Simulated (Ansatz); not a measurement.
# C (cell with a defect): what the fields show

```yaml
crystal:
  lattice:
    - [-3.57148, -3.57148, 0.00000]
    - [0.00000, -3.57148, 3.57148]
    - [-3.57148, 0.00000, 3.57148]
  atoms:
    - { symbol: C, position: [0.24120, 0.24120, 0.24120] }
    - { symbol: C, position: [0.75026, 0.75026, 0.24922] }
    - { symbol: C, position: [0.24120, 0.77639, 0.24120] }
    - { symbol: C, position: [0.75026, 0.24922, 0.75026] }
    - { symbol: C, position: [0.24120, 0.24120, 0.77639] }
    - { symbol: C, position: [0.75026, 0.75026, 0.75026] }
    - { symbol: C, position: [0.24922, 0.75026, 0.75026] }
    - { symbol: C, position: [0.77639, 0.24120, 0.24120] }
    - { symbol: C, position: [0.87425, 0.37575, 0.37575] }
    - { symbol: C, position: [0.37575, 0.87425, 0.37575] }
    - { symbol: C, position: [0.87425, 0.87425, 0.37575] }
    - { symbol: C, position: [0.37575, 0.37575, 0.87425] }
    - { symbol: C, position: [0.87425, 0.37575, 0.87425] }
    - { symbol: C, position: [0.37575, 0.87425, 0.87425] }
    - { symbol: C, position: [0.87500, 0.87500, 0.87500] }
```

Method: Ansatz 0.2.0, DFT PBE, scalar-relativistic, plane waves, PAW.

Core electrons are frozen (PAW), and the valence fields are smoothed inside the atomic spheres.

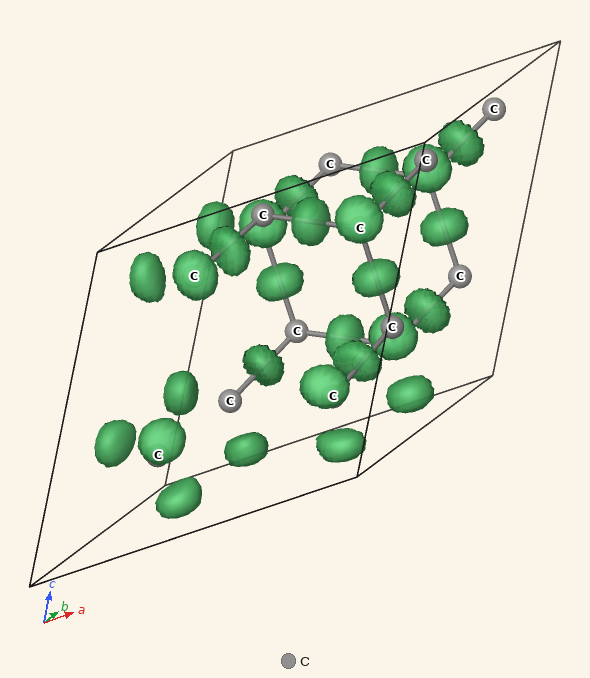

Figure 1. Isosurface of the electron localisation function at 0.85 (green), seen slightly off an axis. Only the valence region is drawn (cores and ρ < 0.01 e/Å³ removed). Sticks mark near contacts.

Where are the electrons localised?

The surface consists of 28 regions between bonded C–C atoms, counted in one cell of 15 atoms. Any copies at cell faces, edges or corners count once. Profiles from the grid: C–C (1.52 Å): the ELF peaks at about 0.95 between the atoms.

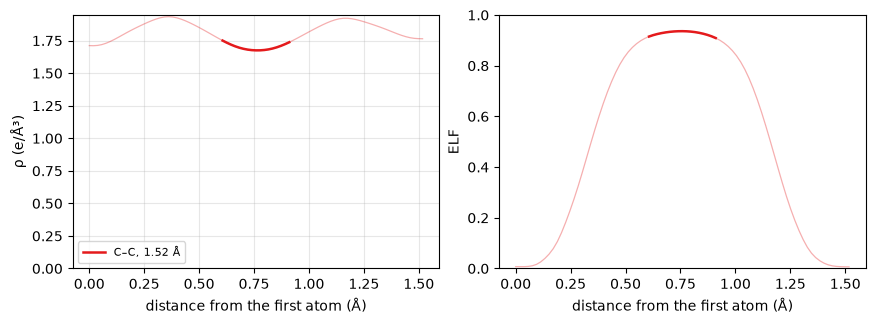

Figure 2. Valence charge density (pseudo) and ELF along straight lines between neighbouring atoms. Thin, pale parts lie inside the atomic spheres.

What can be read from the curves?

C–C (1.52 Å): ρ is about 1.7 e/Å³ halfway; the ELF peaks at about 0.95 between the atoms.

Does the calculation make it a metal, or give it a gap?

It is metallic or semimetallic at this level of theory: no gap opens.
